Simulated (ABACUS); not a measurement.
**ZnS: band-structure run (part 2 of 2)**

Continued. System: ZnS (P6₃mc, 4 atoms in the cell). Method: Kohn-Sham DFT of a periodic cell, PBEsol, GBRV ultrasoft 1.5 PBEsol, no spin polarisation (ABACUS 3.10.1); cutoff 544.23 eV, fermi-dirac of 0.05 eV. The structure derives from an entry of the Crystallography Open Database. It belongs to a series of runs on one base structure; here: bands on the converged density.

Geometry of the input (Å; fractional positions):
```
3.8110  0.0000  0.0000
-1.9055  3.3004  0.0000
0.0000  0.0000  6.2340
Zn 0.6667  0.3333  0.5000
Zn 0.3333  0.6667  0.0000
S  0.6667  0.3333  0.8850
S  0.3333  0.6667  0.3850
```

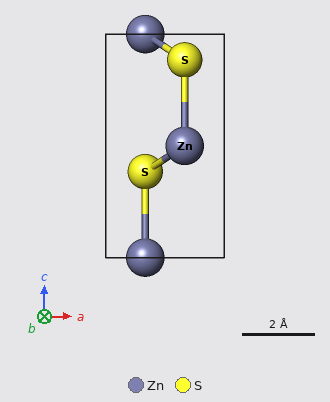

**Figure 1.** The input geometry (ball-and-stick view of the cell of the calculation, along the b axis).

The program's output, continued
```
 k(1/93) Iter steps (avg)=17 threshold=1e-07
 k(2/93) Iter steps (avg)=14 threshold=1e-07
 k(3/93) Iter steps (avg)=14 threshold=1e-07
 k(4/93) Iter steps (avg)=16 threshold=1e-07
 k(5/93) Iter steps (avg)=30 threshold=1e-07
 k(6/93) Iter steps (avg)=30 threshold=1e-07
 k(7/93) Iter steps (avg)=37 threshold=1e-07
 k(8/93) Iter steps (avg)=21 threshold=1e-07
 k(9/93) Iter steps (avg)=15 threshold=1e-07
 k(10/93) Iter steps (avg)=21 threshold=1e-07
 k(11/93) Iter steps (avg)=29 threshold=1e-07
 k(12/93) Iter steps (avg)=27 threshold=1e-07
 k(13/93) Iter steps (avg)=26 threshold=1e-07
 k(14/93) Iter steps (avg)=22 threshold=1e-07
 k(15/93) Iter steps (avg)=21 threshold=1e-07
 k(16/93) Iter steps (avg)=21 threshold=1e-07
 k(17/93) Iter steps (avg)=20 threshold=1e-07
 k(18/93) Iter steps (avg)=19 threshold=1e-07
 k(19/93) Iter steps (avg)=18 threshold=1e-07
 k(20/93) Iter steps (avg)=19 threshold=1e-07

 k(21/93) Iter steps (avg)=19 threshold=1e-07
 k(22/93) Iter steps (avg)=19 threshold=1e-07
 k(23/93) Iter steps (avg)=20 threshold=1e-07
 k(24/93) Iter steps (avg)=23 threshold=1e-07
[... levels at 24 k points of this process ...]

 Density error is 0.00000000000
                          Error Threshold = 1.00000000000e-07
----------------------------------------------------------
     Energy           Rydberg                 eV
----------------------------------------------------------
 E_KohnSham     -970.6743428368      -13206.7019649855
 E_KS(sigma->0) -970.6743428368      -13206.7019649854
 E_Harris       -970.6743428368      -13206.7019649855
 E_band         -95.1281547165       -1294.2849443702
 E_one_elec     -908.5048352612      -12360.8424201037
 E_Hartree      467.7181530680       6363.6319397617
 E_xc           -100.2725957864      -1364.2786559453
 E_Ewald        -429.6150648572      -5845.2128286980
 E_entropy(-TS) -0.0000000000        -0.0000000002
 E_descf        0.0000000000         0.0000000000
 E_exx          0.0000000000         0.0000000000
 E_Fermi        0.5752532196         7.8267215794
----------------------------------------------------------

 charge density convergence is achieved
 final etot is -13206.701965 eV
 EFERMI = 7.8267215794 eV

 STATE ENERGY(eV) AND OCCUPATIONS    NSPIN == 1
 1/24 kpoint (Cartesian) = 0.0000 0.0000 0.0000 (2273 pws)
       1       -117.857      0.0215054
       2       -117.857      0.0215054
       3       -72.1878      0.0215054
       4       -72.1877      0.0215054
       5       -72.1870      0.0215054
       6       -72.1870      0.0215054
       7       -72.1870      0.0215054
       8       -72.1870      0.0215054
       9       -6.47250      0.0215054
      10       -5.52920      0.0215054
      11       0.333205      0.0215054
      12       0.333206      0.0215054
      13       0.396632      0.0215054
      14       0.396632      0.0215054
      15       0.409073      0.0215054
      16       0.815505      0.0215054
      17       0.815506      0.0215054
      18       0.897365      0.0215054
      19       0.897365      0.0215054
      20        1.05094      0.0215054
      21        1.50711      0.0215054
      22        5.86822      0.0215054
      23        5.86822      0.0215054
      24        6.72777      0.0215054
      25        6.72779      0.0215054
      26        6.73968      0.0215054
      27        8.84438    3.11368e-11
      28        9.61202    6.69367e-18
      29        12.9156    1.35361e-46
      30        12.9156    1.35361e-46
      31        13.2211    3.00237e-49
      32        14.2394    4.29469e-58
      33        14.2394    4.29468e-58
      34        15.8721    2.82855e-72
      35        16.6856    2.42977e-79
      36        16.6856    2.42976e-79
      37        17.8019    4.88569e-89
      38        18.8587        0.00000

 2/24 kpoint (Cartesian) = 0.013120 0.0075748 0.0000 (2265 pws)
       1       -117.857      0.0215054
       2       -117.857      0.0215054
       3       -72.1878      0.0215054
       4       -72.1877      0.0215054
       5       -72.1870      0.0215054
       6       -72.1870      0.0215054
       7       -72.1870      0.0215054
       8       -72.1870      0.0215054
       9       -6.45482      0.0215054
      10       -5.51876      0.0215054
      11       0.331266      0.0215054
      12       0.337505      0.0215054
      13       0.397891      0.0215054
      14       0.402008      0.0215054
      15       0.413123      0.0215054
      16       0.813084      0.0215054
      17       0.814978      0.0215054
      18       0.880569      0.0215054
      19       0.898114      0.0215054
      20        1.06650      0.0215054
      21        1.53115      0.0215054
      22        5.70888      0.0215054
      23        5.82390      0.0215054
      24        6.53481      0.0215054
      25        6.70316      0.0215054
      26        6.71974      0.0215054
      27        9.02335    8.68421e-13
      28        9.76332    3.24695e-19
      29        12.8141    1.03044e-45
      30        12.9753    4.09853e-47
      31        13.2810    9.05898e-50
      32        14.1866    1.23460e-57
      33        14.3197    8.62078e-59
      34        15.7599    2.66644e-71
      35        16.4416    3.19774e-77
      36        16.6159    9.78406e-79
      37        18.0850        0.00000
      38        18.9661        0.00000

 3/24 kpoint (Cartesian) = 0.026240 0.015150 0.0000 (2261 pws)
       1       -117.857      0.0215054
       2       -117.857      0.0215054
       3       -72.1878      0.0215054
       4       -72.1877      0.0215054
       5       -72.1870      0.0215054
       6       -72.1870      0.0215054
       7       -72.1870      0.0215054
       8       -72.1870      0.0215054
       9       -6.40261      0.0215054
      10       -5.48850      0.0215054
      11       0.326413      0.0215054
      12       0.349873      0.0215054
      13       0.401205      0.0215054
      14       0.417763      0.0215054
      15       0.425611      0.0215054
      16       0.805722      0.0215054
      17       0.813855      0.0215054
      18       0.848149      0.0215054
      19       0.900205      0.0215054
      20        1.09506      0.0215054
      21        1.60288      0.0215054
      22        5.30234      0.0215054
      23        5.70032      0.0215054
      24        6.09074      0.0215054
      25        6.63094      0.0215054
      26        6.65592      0.0215054
      27        9.42248    2.96479e-16
      28        10.1282    2.19903e-22
      29        12.6006    7.36933e-44
      30        13.1423    1.45270e-48
      31        13.4080    7.14290e-51
      32        14.0805    1.02938e-56
      33        14.5531    8.09498e-61
      34        15.4241    2.20019e-68
      35        16.0761    4.77873e-74
      36        16.4657    1.97309e-77
      37        18.7365        0.00000
      38        19.0944        0.00000

 4/24 kpoint (Cartesian) = 0.039360 0.022724 0.0000 (2247 pws)
       1       -117.857      0.0215054
       2       -117.857      0.0215054
       3       -72.1878      0.0215054
       4       -72.1877      0.0215054
       5       -72.1870      0.0215054
       6       -72.1870      0.0215054
       7       -72.1870      0.0215054
       8       -72.1870      0.0215054
       9       -6.31840      0.0215054
      10       -5.44159      0.0215054
      11       0.320885      0.0215054
      12       0.368721      0.0215054
      13       0.406718      0.0215054
      14       0.442771      0.0215054
      15       0.446466      0.0215054
      16       0.793460      0.0215054
      17       0.813324      0.0215054
      18       0.819509      0.0215054
      19       0.903296      0.0215054
      20        1.11949      0.0215054
      21        1.71744      0.0215054
      22        4.77412      0.0215054
      23        5.52012      0.0215054
      24        5.55348      0.0215054
      25        6.51762      0.0215054
      26        6.54734      0.0215054
      27        9.86721    4.06523e-20
      28        10.5116    1.02826e-25
      29        12.4370    1.94050e-42
      30        13.3779    1.30447e-50
      31        13.4383    3.90187e-51
      32        14.1320    3.67422e-57
      33        14.9194    5.32098e-64
      34        14.9764    1.70324e-64
      35        15.8184    8.26980e-72
      36        16.3464    2.14547e-76
      37        19.1585        0.00000
      38        19.6037        0.00000

 5/24 kpoint (Cartesian) = 0.052480 0.030299 0.0000 (2241 pws)
       1       -117.857      0.0215054
       2       -117.857      0.0215054
       3       -72.1878      0.0215054
       4       -72.1877      0.0215054
       5       -72.1870      0.0215054
       6       -72.1870      0.0215054
       7       -72.1870      0.0215054
       8       -72.1870      0.0215054
       9       -6.20657      0.0215054
      10       -5.38331      0.0215054
      11       0.317488      0.0215054
      12       0.391526      0.0215054
      13       0.414975      0.0215054
      14       0.475113      0.0215054
      15       0.475572      0.0215054
      16       0.779546      0.0215054
      17       0.799496      0.0215054
      18       0.814924      0.0215054
      19       0.907071      0.0215054
      20        1.13849      0.0215054
      21        1.86130      0.0215054
      22        4.21792      0.0215054
      23        4.99486      0.0215054
      24        5.30933      0.0215054
      25        6.37564      0.0215054
      26        6.39194      0.0215054
      27        10.2671    1.36549e-23
      28        10.7045    2.16897e-27
      29        12.4689    1.02582e-42
      30        13.2800    9.24661e-50
      31        13.6155    1.12706e-52
      32        14.4617    5.03167e-60
      33        14.6585    9.82027e-62
      34        15.3903    4.32661e-68
      35        15.6343    3.28718e-70
      36        16.3661    1.44617e-76
      37        19.0491        0.00000
      38        19.9267        0.00000

 6/24 kpoint (Cartesian) = 0.065600 0.037874 0.0000 (2253 pws)
       1       -117.857      0.0215054
       2       -117.857      0.0215054
       3       -72.1878      0.0215054
       4       -72.1877      0.0215054
       5       -72.1870      0.0215054
       6       -72.1870      0.0215054
       7       -72.1870      0.0215054
       8       -72.1870      0.0215054
       9       -6.07360      0.0215054
      10       -5.32083      0.0215054
      11       0.319228      0.0215054
      12       0.415183      0.0215054
      13       0.426463      0.0215054
      14       0.512034      0.0215054
      15       0.512932      0.0215054
      16       0.768340      0.0215054
      17       0.787005      0.0215054
      18       0.820036      0.0215054
      19       0.911344      0.0215054
      20        1.15676      0.0215054
      21        2.00764      0.0215054
      22        3.70174      0.0215054
      23        4.44963      0.0215054
      24        5.09149      0.0215054
      25        6.19056      0.0215054
      26        6.22094      0.0215054
      27        10.5702    3.18350e-26
      28        10.6717    4.17970e-27
      29        12.5678    1.42047e-43
      30        13.1519    1.19861e-48
      31        13.7797    4.22687e-54
      32        14.5361    1.13593e-60
      33        15.0329    5.49705e-65
      34        15.5231    3.03592e-69
      35        15.9354    7.97449e-73
      36        16.6140    1.01627e-78
      37        18.7915        0.00000
      38        20.1514        0.00000

[... levels at 18 further k points ...]

 --------------------------------------------
 !FINAL_ETOT_IS -13206.70196498548 eV
 --------------------------------------------

 Output bands in file: OUT.ZnS/BANDS_1.dat
```

Standard output
```
ABACUS v3.10.1

               Atomic-orbital Based Ab-initio Computation at UStc

 dft_functional readin is: pbesol
 dft_functional in pseudopot file is: PBEsol
 Please make sure this is what you need
 dft_functional readin is: pbesol
 dft_functional in pseudopot file is: PBEsol
 Please make sure this is what you need

%%%%%%%%%%%%%%%%%%%%%%%%%%%%%%%%%%%%%%%%%%%%%%%%%%%%%%%%%%%%%%%%%%%%%%%%%%%%%%%%%%%%%%%%%%%%%%%%%%%%%%%%%
 Warning: the number of valence electrons in pseudopotential > 12 for Zn: [Ar] 3d10 4s2
 Pseudopotentials with additional electrons can yield (more) accurate outcomes, but may be less efficient.
 If you're confident that your chosen pseudopotential is appropriate, you can safely ignore this warning.
%%%%%%%%%%%%%%%%%%%%%%%%%%%%%%%%%%%%%%%%%%%%%%%%%%%%%%%%%%%%%%%%%%%%%%%%%%%%%%%%%%%%%%%%%%%%%%%%%%%%%%%%%

 UNIFORM GRID DIM        : 30 * 30 * 48
 UNIFORM GRID DIM(BIG)   : 45 * 45 * 72
 UNIFORM GRID DIM(DENSE) : 45 * 45 * 72
 ---------------------------------------------------------
 ---------------------------------------------------------
 SPIN    KPOINTS         PROCESSORS  THREADS
 1       93              4           4
 ---------------------------------------------------------
 Use plane wave basis
 ---------------------------------------------------------
 ELEMENT NATOM       XC
 Zn      2
 S       2
 ---------------------------------------------------------
 Initial plane wave basis and FFT box
 ---------------------------------------------------------
 -------------------------------------------
 NONSELF-CONSISTENT :
 -------------------------------------------
 START CHARGE      : file
 ITER       ETOT/eV          EDIFF/eV         DRHO     TIME/s
 DA1     -1.32067020e+04   0.00000000e+00   0.0000e+00   9.95
```
